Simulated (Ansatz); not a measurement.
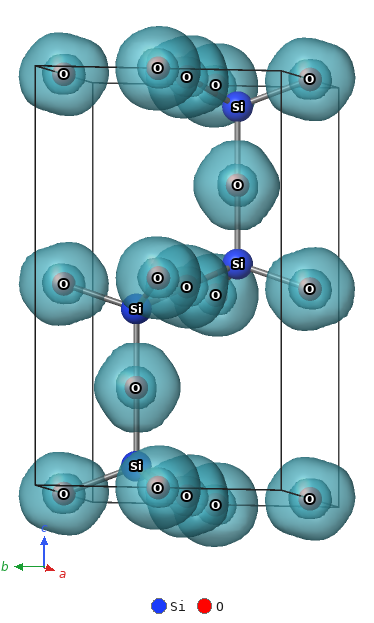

Figure 1: SiO2. Isosurface of the electron localisation function at 0.75 (cyan), seen at an oblique angle. Core shells and regions of very low density are left out. Sticks mark near contacts.

Space group P6₃/mmc; a structure from a database of computed crystals, not necessarily the ambient phase; changed on purpose from its base cell (volume × 1.10, shape and atoms relaxed); computed pressure about −3 GPa in this cell.

Level of theory: DFT r2SCAN, scalar-relativistic, plane waves, PAW in Ansatz.

In a PAW calculation such maps are meaningful between the atoms, not at the nuclei.

Question: What do the ELF domains correspond to?

Answer: At this value the surface marks out eight regions on O in which the atom's valence shell and bonds are merged, counted in one cell of 12 atoms. Regions shared between cells count once. Along the contacts the grid gives the following. Si–O (1.61 Å): the ELF peaks at about 0.85 between the atoms (a polar covalent bond).

Question: Does the calculation give a band gap?

Answer: It is gapped, with a Kohn–Sham gap of 6.0 eV on the k-point mesh (the band edges may lie off the mesh, which would make the gap smaller).
